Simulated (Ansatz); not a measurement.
**Geometry relaxation of AlNi$_{3}$ (part 1 of 2)**

AlNi$_{3}$ (4 atoms in the cell), computed with DFT PBE, scalar-relativistic, plane waves, PAW, spin-polarised (Ansatz 0.2.0).

The structure derives from a Materials Project entry.

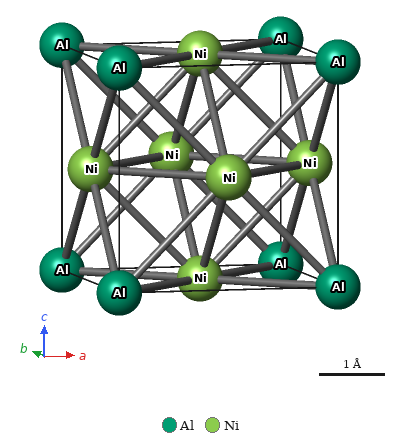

*The starting structure (ball-and-stick view of the cell of the calculation, seen slightly off an axis).*

Near neighbours in the crystal (not all of them lie inside the picture): Al has 12 Ni at 2.49 Å; Ni has 4 Al at 2.49 Å and 8 Ni at 2.49 Å.

**The input**
```yaml
crystal:
  lattice:
    - [3.5230547267, 0.0, 0.0]
    - [0.0, 3.5230547267, 0.0]
    - [0.0, 0.0, 3.5230547267]
  atoms:
    - { symbol: Al, position: [0.0, 0.0, 0.0] }
    - { symbol: Ni, position: [0.0, 0.5, 0.5], spin: 0.3 }
    - { symbol: Ni, position: [0.5, 0.0, 0.5], spin: 0.3 }
    - { symbol: Ni, position: [0.5, 0.5, 0.0], spin: 0.3 }
basis:
  ecutwfc: 420
kpoints:
  mp_grid: { grid: [12, 12, 12] }
hamiltonian:
  xc: pbe
scf:
  occupations: { method: gaussian, width: 0.1 }
output:
  forces: true
  stress: true
  eigenvalues: true
  populations: true
  write_density: true
  write_potential: true
  elf: true
  volumetric_format: npy
magnetization:
  spin_polarized: true
relax:
  adjacent_minimum: "off"
  f_tol: 0.005
  max_steps: 80
  cell: { stress_tol: 0.05 }
```

Machine: 4 threads of Arm Neoverse V1, 24 GiB of memory available, shared host.

Run as:
```bash
ansatz run input.yaml --threads 4 --pin off --max-ram 12288MiB --backend cpu --events-out ev --progress --plain --runs-dir out
```

**Log**
```
Engine: ansatz 0.2.0, aarch64-unknown-linux-gnu
Pseudopotentials: kind: paw
Pseudopotential: Al, paw, valence charge 3, recommended cutoff 420 eV (normal), Al.paw.azcp
Pseudopotential: Ni, paw, valence charge 18, recommended cutoff 420 eV (normal), Ni.paw.azcp
Functional definition: PBE
  parameter kappa = 0.804
  parameter beta = 0.06672455060314922
  exchange = pbe_x(kappa = kappa, mu = beta*pi^2/3)
  correlation = pbe_c(beta = beta)
Crystal: 4 atoms, lattice volume = 43.728 Å³
Basis set: ecut = 420 eV, 847 PW (Γ), exchange–correlation on 48×48×48 points (8 copies of the dense FFT grid, shifted against one another)
Bands: 35, of which v1, the nominal top of the filled ones, is band 29 counted from 1 (28 counted from 0)
Symmetry: 48 space group operations
Space group: Pm-3m (ITA 221), of the structure as read, at distance tolerance 3.5e-5 Å
Magnetic group: BNS 221.92 (UNI 1594), of the structure as read, at distance tolerance 3.5e-5 Å
k-points: 84 of 1728
Non-local potential: Al, projectors of the file, l = 0: 2, l = 1: 2, l = 2: 1
Non-local potential: Ni, projectors of the file, l = 0: 3, l = 1: 2, l = 2: 3, l = 3: 1
PAW form: soft (Blöchl's): semilocal exchange-correlation on the pseudo side does not see the compensation charge
PAW one-centre angular grid: Al, 110 points (default); XC on 64 Gauss nodes
PAW one-centre angular grid: Ni, 590 points (default); XC on 64 Gauss nodes
Initial density: superposition of atomic densities (chi_scale 0.1, normalization cell)
Starting moments: Σ|m| = 0.9 μB on 3 of 4 sites
Initial wavefunctions: pseudopotential atomic-orbital guess
Functional: x = pbe(κ = 0.804, μ = 0.2195149727645171), c = pbe(β = 0.06672455060314922)
SCF iter   1: F=—  HF=-18055.420627 eV  |F-HF|=—  |Δ(HF+E_count)|=         —  Δρ=5.16e-2 (↑4.11e-2 ↓5.16e-2)  dr2=2.02e0  dr2_m=1.97e-2  M=0.760 μB ∫|m|=0.909 μB  β_m=0.30  ethr=3.10e-3  ⟨swp⟩=5.3  Hψ=19574  notcnv=0
Mixer restart at iter 1: flushing history
preconditioner: auto → Kerker (q_TF=auto, 2.852 Å⁻¹)  [metal: Δε(μ)=0.012 eV  Ē_g=7.170 eV  σ=0.100 eV  W_gap=0.07  n_scr=18 (ndim 8)  ℏωp=32.3 eV  f_vac=0.000  D(μ)=3.41/eV (n_scr^D=32)]
spin=Collinear: Kerker preconditioning applied to the charge; magnetization (m = ρ↑ − ρ↓) channel mixes plain (no charge-response kernel on spin).
SCF iter   2: F=—  HF=-18054.999570 eV  |F-HF|=—  |Δ(HF+E_count)|=   4.21e-1  Δρ=2.15e-2 (↑2.15e-2 ↓2.00e-2)  dr2=3.73e-1  dr2_m=2.09e-2  M=0.832 μB ∫|m|=0.961 μB  β_m=0.29  ethr=3.10e-3  ⟨swp⟩=2.1  Hψ=9877  notcnv=0  defer=218
SCF iter   3: F=—  HF=-18056.051831 eV  |F-HF|=—  |Δ(HF+E_count)|=    1.05e0  Δρ=1.92e-2 (↑1.92e-2 ↓1.63e-2)  dr2=3.68e-1  dr2_m=1.48e-2  M=0.834 μB ∫|m|=0.973 μB  β_m=0.40  ethr=6.54e-4  ⟨swp⟩=2.8  Hψ=8949  notcnv=0  defer=218
SCF iter   4: F=—  HF=-18057.540056 eV  |F-HF|=—  |Δ(HF+E_count)|=    1.49e0  Δρ=1.85e-2 (↑1.85e-2 ↓1.53e-2)  dr2=4.46e-1  dr2_m=4.23e-3  M=0.821 μB ∫|m|=0.977 μB  β_m=0.38  ethr=6.46e-4  ⟨swp⟩=2.5  Hψ=9069  notcnv=0  defer=218
SCF iter   5: F=—  HF=-18058.093630 eV  |F-HF|=—  |Δ(HF+E_count)|=   5.54e-1  Δρ=6.95e-3 (↑4.81e-3 ↓6.95e-3)  dr2=6.52e-2  dr2_m=2.15e-3  M=0.805 μB ∫|m|=0.969 μB  β_m=0.82  ethr=6.46e-4  ⟨swp⟩=2.4  Hψ=9831  notcnv=0  defer=217
SCF iter   6: F=—  HF=-18058.357517 eV  |F-HF|=—  |Δ(HF+E_count)|=         —  Δρ=8.45e-3 (↑8.45e-3 ↓2.37e-3)  dr2=2.60e-2  dr2_m=4.64e-3  M=0.729 μB ∫|m|=0.923 μB  β_m=0.82  ethr=1.14e-4  ⟨swp⟩=2.9  Hψ=10547  notcnv=0  defer=222
Mixer restart at iter 6: flushing history
SCF iter   7: F=—  HF=-18058.373825 eV  |F-HF|=—  |Δ(HF+E_count)|=   1.63e-2  Δρ=6.54e-3 (↑3.53e-3 ↓6.54e-3)  dr2=2.11e-2  dr2_m=1.05e-3  M=0.710 μB ∫|m|=0.901 μB  β_m=0.67  ethr=4.56e-5  ⟨swp⟩=2.0  Hψ=12010  notcnv=0  defer=222
SCF iter   8: F=—  HF=-18058.364197 eV  |F-HF|=—  |Δ(HF+E_count)|=   9.63e-3  Δρ=3.58e-3 (↑3.58e-3 ↓2.67e-3)  dr2=1.02e-2  dr2_m=9.37e-5  M=0.727 μB ∫|m|=0.916 μB  β_m=0.61  ethr=3.70e-5  ⟨swp⟩=2.0  Hψ=11060  notcnv=0  defer=218
SCF iter   9: F=—  HF=-18058.363529 eV  |F-HF|=—  |Δ(HF+E_count)|=   6.68e-4  Δρ=1.35e-3 (↑1.35e-3 ↓1.02e-3)  dr2=1.55e-3  dr2_m=1.19e-5  M=0.724 μB ∫|m|=0.912 μB  β_m=0.61  ethr=1.79e-5  ⟨swp⟩=2.1  Hψ=7429  notcnv=0  defer=218
SCF iter  10: F=—  HF=-18058.363351 eV  |F-HF|=—  |Δ(HF+E_count)|=   1.78e-4  Δρ=1.56e-4 (↑1.56e-4 ↓9.36e-5)  dr2=9.23e-6  dr2_m=4.16e-6  M=0.722 μB ∫|m|=0.909 μB  β_m=0.80  ethr=2.72e-6  ⟨swp⟩=2.0  Hψ=8062  notcnv=0  defer=221
SCF iter  11: F=—  HF=-18058.363371 eV  |F-HF|=—  |Δ(HF+E_count)|=   1.99e-5  Δρ=4.43e-5 (↑4.43e-5 ↓3.40e-5)  dr2=1.90e-6  dr2_m=1.50e-8  M=0.721 μB ∫|m|=0.908 μB  β_m=0.90  ethr=1.62e-8  ⟨swp⟩=2.2  Hψ=8853  notcnv=0  defer=221
SCF iter  12: F=—  HF=-18058.363371 eV  |F-HF|=—  |Δ(HF+E_count)|=   8.28e-8  Δρ=1.30e-5 (↑9.77e-6 ↓1.30e-5)  dr2=1.48e-7  dr2_m=1.77e-9  M=0.721 μB ∫|m|=0.908 μB  β_m=0.95  ethr=3.33e-9  ⟨swp⟩=2.2  Hψ=8053  notcnv=0  defer=221
SCF iter  13: F=—  HF=-18058.363371 eV  |F-HF|=—  |Δ(HF+E_count)|=   1.69e-8  Δρ=1.20e-6 (↑1.20e-6 ↓8.56e-7)  dr2=1.78e-9  dr2_m=2.15e-11  M=0.721 μB ∫|m|=0.908 μB  β_m=0.98  ethr=2.60e-10  ⟨swp⟩=2.0  Hψ=8636  notcnv=0  defer=221
SCF iter  14: F=-18058.363371 eV  HF=-18058.363371 eV  |F-HF|=4.40e-10  |Δ(HF+E_count)|=  3.53e-10  Δρ=6.91e-7 (↑6.13e-7 ↓6.91e-7)  dr2=5.51e-10  dr2_m=2.15e-12  M=0.721 μB ∫|m|=0.908 μB  ethr=3.13e-12  ⟨swp⟩=9.3  Hψ=32735  notcnv=0
SCF 1 converged in 14 iterations: F = -18058.363371 eV  dr2 = 5.51e-10
  greatest PAW one-centre occupation: 1.001 electrons in one spin orbital (limit 2), on the Ni atom at site 3 (counted from 0), in its partial waves of l = 1
relax step   1: F+E_penalty+E_count = -18058.36337108 eV  Δ(F+E_penalty+E_count) = +0.000e0 eV  max|allowed force component| = 5.302e-29 eV/Å  Δτ_max = 0.0000 Å  P = +7.315 GPa  Ω = 43.728 Å³  (14 SCF iters, dr2 threshold 1.00e-7 eV, accepted)
Crystal: 4 atoms, lattice volume = 44.558 Å³
Basis set: ecut = 420 eV, 895 PW (Γ), exchange–correlation on 48×48×48 points (8 copies of the dense FFT grid, shifted against one another)
Initial density: handed on by an earlier stage of this run
Starting moments: Σ|m| = 0.9 μB on 3 of 4 sites; this step starts from the density that it was given
Initial wavefunctions: those handed on with the density
iter 1 solved again at ethr=1.64e-5 eV; its pass at ethr=3.10e-3 eV (dr2=9.34e-3 eV) is discarded
SCF iter   1: F=—  HF=-18058.392463 eV  |F-HF|=—  |Δ(HF+E_count)|=         —  Δρ=3.22e-3 (↑2.53e-3 ↓3.22e-3)  dr2=9.32e-3  dr2_m=5.46e-5  M=0.712 μB ∫|m|=0.905 μB  β_m=0.65  ethr=1.64e-5  ⟨swp⟩=1.1  Hψ=25836  notcnv=0
preconditioner: auto → none  [metal: Δε(μ)=0.007 eV  Ē_g=7.510 eV  σ=0.100 eV  W_gap=0.04  n_scr=6 (ndim 8)  ℏωp=32.0 eV  f_vac=0.001  D(μ)=3.18/eV (n_scr^D=32)]
SCF iter   2: F=—  HF=-18058.395882 eV  |F-HF|=—  |Δ(HF+E_count)|=   3.42e-3  Δρ=5.32e-3 (↑4.80e-3 ↓5.32e-3)  dr2=2.68e-2  dr2_m=3.22e-5  M=0.722 μB ∫|m|=0.913 μB  β_m=0.26  ethr=1.64e-5  ⟨swp⟩=2.0  Hψ=11743  notcnv=0  recentre
SCF iter   3: F=—  HF=-18058.389264 eV  |F-HF|=—  |Δ(HF+E_count)|=   6.62e-3  Δρ=3.41e-4 (↑2.49e-4 ↓3.41e-4)  dr2=7.30e-5  dr2_m=2.65e-6  M=0.717 μB ∫|m|=0.909 μB  β_m=0.48  ethr=1.64e-5  ⟨swp⟩=2.3  Hψ=10976  notcnv=0  defer=50
SCF iter   4: F=—  HF=-18058.390072 eV  |F-HF|=—  |Δ(HF+E_count)|=   8.08e-4  Δρ=4.30e-4 (↑1.12e-4 ↓4.30e-4)  dr2=9.15e-5  dr2_m=1.20e-5  M=0.722 μB ∫|m|=0.913 μB  β_m=0.74  ethr=1.28e-7  ⟨swp⟩=2.0  Hψ=10960  notcnv=0  defer=54
SCF iter   5: F=—  HF=-18058.390473 eV  |F-HF|=—  |Δ(HF+E_count)|=   4.02e-4  Δρ=5.02e-4 (↑1.63e-4 ↓5.02e-4)  dr2=1.32e-4  dr2_m=1.29e-5  M=0.725 μB ∫|m|=0.916 μB  β_m=0.50  ethr=1.28e-7  ⟨swp⟩=2.0  Hψ=8105  notcnv=0  defer=58
SCF iter   6: F=—  HF=-18058.390715 eV  |F-HF|=—  |Δ(HF+E_count)|=   2.42e-4  Δρ=1.21e-4 (↑1.21e-4 ↓2.72e-5)  dr2=5.43e-6  dr2_m=1.20e-6  M=0.729 μB ∫|m|=0.920 μB  β_m=0.77  ethr=1.28e-7  ⟨swp⟩=2.0  Hψ=9952  notcnv=0  defer=64
SCF iter   7: F=—  HF=-18058.390765 eV  |F-HF|=—  |Δ(HF+E_count)|=   5.00e-5  Δρ=5.38e-5 (↑5.38e-5 ↓3.56e-5)  dr2=1.99e-6  dr2_m=3.55e-8  M=0.731 μB ∫|m|=0.924 μB  β_m=0.68  ethr=9.52e-9  ⟨swp⟩=2.0  Hψ=10411  notcnv=0  defer=64
SCF iter   8: F=—  HF=-18058.390763 eV  |F-HF|=—  |Δ(HF+E_count)|=   1.49e-6  Δρ=1.96e-5 (↑1.45e-5 ↓1.96e-5)  dr2=3.26e-7  dr2_m=4.46e-9  M=0.732 μB ∫|m|=0.924 μB  β_m=0.84  ethr=3.50e-9  ⟨swp⟩=2.0  Hψ=6642  notcnv=0  defer=64
SCF iter   9: F=—  HF=-18058.390764 eV  |F-HF|=—  |Δ(HF+E_count)|=   7.25e-7  Δρ=7.28e-6 (↑3.80e-6 ↓7.28e-6)  dr2=3.71e-8  dr2_m=1.54e-9  M=0.732 μB ∫|m|=0.924 μB  β_m=0.92  ethr=5.73e-10  ⟨swp⟩=2.0  Hψ=8693  notcnv=0  defer=64
SCF iter  10: F=-18058.390764 eV  HF=-18058.390764 eV  |F-HF|=2.64e-9  |Δ(HF+E_count)|=   7.56e-8  Δρ=2.08e-6 (↑1.07e-6 ↓2.08e-6)  dr2=3.12e-9  dr2_m=1.12e-10  M=0.732 μB ∫|m|=0.924 μB  ethr=6.51e-11  ⟨swp⟩=8.2  Hψ=37672  notcnv=0
SCF 2 converged in 10 iterations: F = -18058.390764 eV  dr2 = 3.12e-9
  greatest PAW one-centre occupation: 1.001 electrons in one spin orbital (limit 2), on the Ni atom at site 2 (counted from 0), in its partial waves of l = 1
relax step   2: F+E_penalty+E_count = -18058.39076413 eV  Δ(F+E_penalty+E_count) = -2.739e-2 eV  max|allowed force component| = 8.822e-29 eV/Å  Δτ_max = 0.0000 Å  P = +3.438 GPa  Ω = 44.558 Å³  energy of the carried Pulay correction = -3.130e-4 eV  (10 SCF iters, dr2 threshold 4.00e-7 eV, accepted)
Crystal: 4 atoms, lattice volume = 45.322 Å³
iter 1 solved again at ethr=1.27e-5 eV; its pass at ethr=3.10e-3 eV (dr2=7.22e-3 eV) is discarded
SCF iter   1: F=—  HF=-18058.400427 eV  |F-HF|=—  |Δ(HF+E_count)|=         —  Δρ=2.83e-3 (↑2.19e-3 ↓2.83e-3)  dr2=7.19e-3  dr2_m=4.73e-5  M=0.724 μB ∫|m|=0.921 μB  β_m=0.65  ethr=1.27e-5  ⟨swp⟩=1.2  Hψ=25984  notcnv=0
preconditioner: auto → none  [metal: Δε(μ)=0.008 eV  Ē_g=7.389 eV  σ=0.100 eV  W_gap=0.05  n_scr=6 (ndim 8)  ℏωp=31.7 eV  f_vac=0.000  D(μ)=3.21/eV (n_scr^D=32)]
SCF iter   2: F=—  HF=-18058.402984 eV  |F-HF|=—  |Δ(HF+E_count)|=   2.56e-3  Δρ=4.62e-3 (↑4.17e-3 ↓4.62e-3)  dr2=2.05e-2  dr2_m=2.46e-5  M=0.733 μB ∫|m|=0.929 μB  β_m=0.26  ethr=1.26e-5  ⟨swp⟩=2.0  Hψ=11748  notcnv=0  recentre
SCF iter   3: F=—  HF=-18058.397935 eV  |F-HF|=—  |Δ(HF+E_count)|=   5.05e-3  Δρ=3.08e-4 (↑2.14e-4 ↓3.08e-4)  dr2=5.94e-5  dr2_m=2.32e-6  M=0.728 μB ∫|m|=0.925 μB  β_m=0.48  ethr=1.26e-5  ⟨swp⟩=2.6  Hψ=11053  notcnv=0
SCF iter   4: F=—  HF=-18058.398537 eV  |F-HF|=—  |Δ(HF+E_count)|=   6.02e-4  Δρ=3.60e-4 (↑9.71e-5 ↓3.60e-4)  dr2=6.73e-5  dr2_m=8.40e-6  M=0.732 μB ∫|m|=0.928 μB  β_m=0.74  ethr=1.04e-7  ⟨swp⟩=2.0  Hψ=11239  notcnv=0
SCF iter   5: F=—  HF=-18058.398824 eV  |F-HF|=—  |Δ(HF+E_count)|=   2.87e-4  Δρ=4.38e-4 (↑1.47e-4 ↓4.38e-4)  dr2=1.04e-4  dr2_m=9.54e-6  M=0.735 μB ∫|m|=0.931 μB  β_m=0.46  ethr=1.04e-7  ⟨swp⟩=2.0  Hψ=7711  notcnv=0
SCF iter   6: F=—  HF=-18058.398987 eV  |F-HF|=—  |Δ(HF+E_count)|=   1.63e-4  Δρ=1.07e-4 (↑1.07e-4 ↓2.38e-5)  dr2=2.93e-6  dr2_m=1.39e-6  M=0.737 μB ∫|m|=0.934 μB  β_m=0.77  ethr=1.04e-7  ⟨swp⟩=2.1  Hψ=9789  notcnv=0
SCF iter   7: F=—  HF=-18058.399044 eV  |F-HF|=—  |Δ(HF+E_count)|=   5.70e-5  Δρ=4.95e-5 (↑4.95e-5 ↓3.37e-5)  dr2=1.74e-6  dr2_m=2.76e-8  M=0.740 μB ∫|m|=0.938 μB  β_m=0.67  ethr=5.14e-9  ⟨swp⟩=2.4  Hψ=11073  notcnv=0
SCF iter   8: F=—  HF=-18058.399043 eV  |F-HF|=—  |Δ(HF+E_count)|=   1.54e-6  Δρ=1.90e-5 (↑1.26e-5 ↓1.90e-5)  dr2=2.82e-7  dr2_m=6.45e-9  M=0.741 μB ∫|m|=0.938 μB  β_m=0.84  ethr=3.05e-9  ⟨swp⟩=2.0  Hψ=7435  notcnv=0
SCF iter   9: F=—  HF=-18058.399044 eV  |F-HF|=—  |Δ(HF+E_count)|=   8.14e-7  Δρ=8.15e-6 (↑3.81e-6 ↓8.15e-6)  dr2=4.36e-8  dr2_m=2.37e-9  M=0.740 μB ∫|m|=0.938 μB  β_m=0.92  ethr=4.94e-10  ⟨swp⟩=2.2  Hψ=9063  notcnv=0
SCF iter  10: F=-18058.399044 eV  HF=-18058.399044 eV  |F-HF|=2.98e-9  |Δ(HF+E_count)|=   9.71e-8  Δρ=2.29e-6 (↑1.05e-6 ↓2.29e-6)  dr2=3.47e-9  dr2_m=1.68e-10  M=0.740 μB ∫|m|=0.938 μB  ethr=7.64e-11  ⟨swp⟩=8.0  Hψ=38231  notcnv=0
SCF 3 converged in 10 iterations: F = -18058.399044 eV  dr2 = 3.47e-9
relax step   3: F+E_penalty+E_count = -18058.39904374 eV  Δ(F+E_penalty+E_count) = -8.280e-3 eV  max|allowed force component| = 6.968e-30 eV/Å  Δτ_max = 0.0000 Å  P = +0.205 GPa  Ω = 45.322 Å³  energy of the carried Pulay correction = -5.956e-4 eV  (10 SCF iters, dr2 threshold 4.00e-7 eV, accepted)
Crystal: 4 atoms, lattice volume = 45.372 Å³
iter 1 solved again at ethr=7.37e-8 eV; its pass at ethr=3.10e-3 eV (dr2=4.20e-5 eV) is discarded
SCF iter   1: F=—  HF=-18058.399063 eV  |F-HF|=—  |Δ(HF+E_count)|=         —  Δρ=1.82e-4 (↑1.40e-4 ↓1.82e-4)  dr2=2.95e-5  dr2_m=2.02e-7  M=0.740 μB ∫|m|=0.938 μB  β_m=0.65  ethr=7.37e-8  ⟨swp⟩=2.0  Hψ=25127  notcnv=0
preconditioner: auto → none  [metal: Δε(μ)=0.005 eV  Ē_g=7.360 eV  σ=0.100 eV  W_gap=0.03  n_scr=6 (ndim 8)  ℏωp=31.7 eV  f_vac=0.000  D(μ)=3.18/eV (n_scr^D=32)]
SCF iter   2: F=—  HF=-18058.399074 eV  |F-HF|=—  |Δ(HF+E_count)|=   1.02e-5  Δρ=2.94e-4 (↑2.65e-4 ↓2.94e-4)  dr2=8.35e-5  dr2_m=1.07e-7  M=0.740 μB ∫|m|=0.938 μB  β_m=0.27  ethr=5.18e-8  ⟨swp⟩=2.0  Hψ=10580  notcnv=0  recentre
SCF iter   3: F=—  HF=-18058.399053 eV  |F-HF|=—  |Δ(HF+E_count)|=   2.06e-5  Δρ=2.05e-5 (↑1.35e-5 ↓2.05e-5)  dr2=2.38e-7  dr2_m=1.42e-8  M=0.740 μB ∫|m|=0.938 μB  β_m=0.49  ethr=5.18e-8  ⟨swp⟩=3.0  Hψ=11298  notcnv=0
SCF iter   4: F=—  HF=-18058.399055 eV  |F-HF|=—  |Δ(HF+E_count)|=   2.42e-6  Δρ=3.30e-5 (↑1.34e-5 ↓3.30e-5)  dr2=6.77e-7  dr2_m=4.45e-8  M=0.740 μB ∫|m|=0.938 μB  β_m=0.49  ethr=4.18e-10  ⟨swp⟩=2.1  Hψ=9291  notcnv=0
SCF iter   5: F=—  HF=-18058.399056 eV  |F-HF|=—  |Δ(HF+E_count)|=   7.28e-7  Δρ=2.05e-5 (↑3.47e-6 ↓2.05e-5)  dr2=1.69e-7  dr2_m=3.71e-8  M=0.740 μB ∫|m|=0.938 μB  β_m=0.74  ethr=4.18e-10  ⟨swp⟩=2.0  Hψ=8561  notcnv=0
SCF iter   6: F=—  HF=-18058.399058 eV  |F-HF|=—  |Δ(HF+E_count)|=   1.43e-6  Δρ=9.58e-6 (↑9.58e-6 ↓5.40e-6)  dr2=6.38e-8  dr2_m=1.96e-9  M=0.741 μB ∫|m|=0.939 μB  β_m=0.84  ethr=2.96e-10  ⟨swp⟩=2.7  Hψ=11540  notcnv=0
SCF iter   7: F=—  HF=-18058.399058 eV  |F-HF|=—  |Δ(HF+E_count)|=   7.11e-8  Δρ=7.09e-6 (↑5.22e-6 ↓7.09e-6)  dr2=5.06e-8  dr2_m=4.72e-10  M=0.741 μB ∫|m|=0.939 μB  β_m=0.79  ethr=1.12e-10  ⟨swp⟩=2.1  Hψ=7843  notcnv=0
SCF iter   8: F=-18058.399058 eV  HF=-18058.399058 eV  |F-HF|=2.38e-8  |Δ(HF+E_count)|=   5.89e-8  Δρ=6.00e-6 (↑3.46e-6 ↓6.00e-6)  dr2=2.77e-8  dr2_m=7.62e-10  M=0.741 μB ∫|m|=0.939 μB  ethr=8.87e-11  ⟨swp⟩=5.9  Hψ=34905  notcnv=0
SCF 4 converged in 8 iterations: F = -18058.399058 eV  dr2 = 2.77e-8
relax step   4: F+E_penalty+E_count = -18058.39905765 eV  Δ(F+E_penalty+E_count) = -1.391e-5 eV  max|allowed force component| = 1.325e-28 eV/Å  Δτ_max = 0.0000 Å  P = +0.002 GPa  Ω = 45.372 Å³  energy of the carried Pulay correction = -6.141e-4 eV  (8 SCF iters, dr2 threshold 1.05e-7 eV, accepted)
Initial wavefunctions: pseudopotential atomic-orbital guess (no wavefunctions were taken with the density)
iter 1 solved again at ethr=2.40e-8 eV; its pass at ethr=3.10e-3 eV (dr2=1.37e-5 eV) is discarded
```
